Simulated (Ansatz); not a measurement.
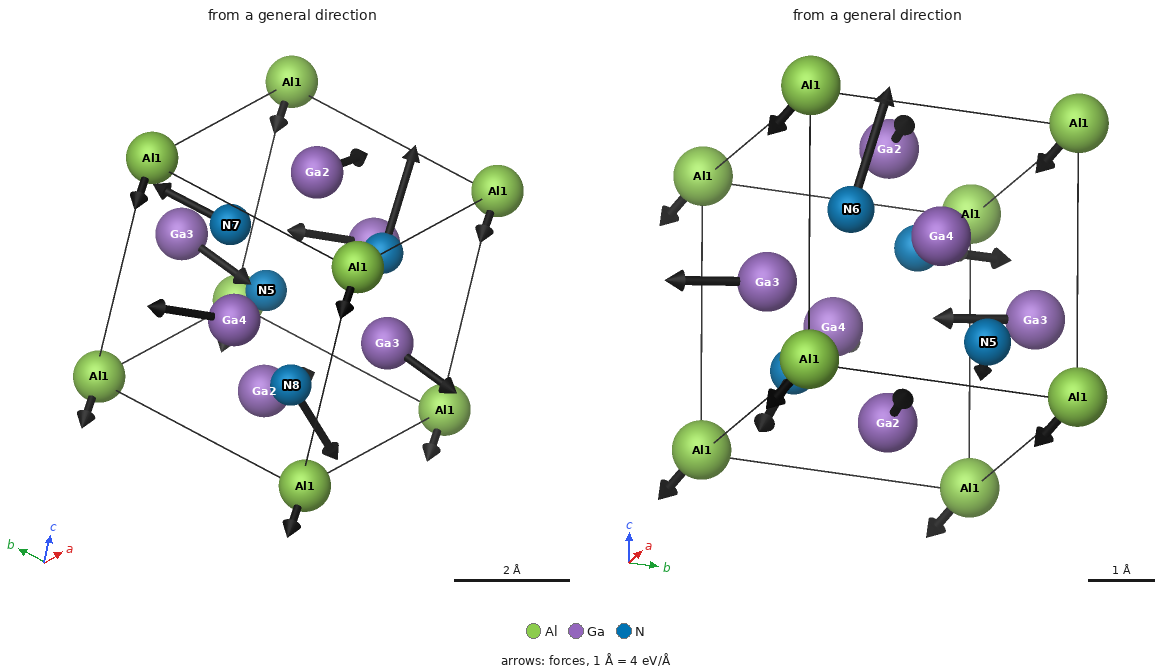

We look at a spheres-only model of the crystal from two general directions. The simulation cell is outlined; an atom on or near a face, edge or corner is repeated at each equivalent position. The arrows are the computed forces on the atoms.

System: AlGa$_{3}$N$_{4}$. All computed values are from Ansatz, DFT PBEsol, scalar-relativistic, plane waves, PAW. Settings: an energy cutoff of 420 eV, the zone sampled with 6×6×6 points, Gaussian smearing of 0.05 eV, no spin polarisation.

### Judging by the arrows, is the geometry relaxed?

No. The atoms still feel forces of up to about 6.6 eV/Å, far above a usual threshold of 0.01 to 0.03 eV/Å.

Starting structure: a structure listed in the Materials Project. The cell was then strained or its atoms displaced on purpose. An electronic-structure calculation with Ansatz was run on it.
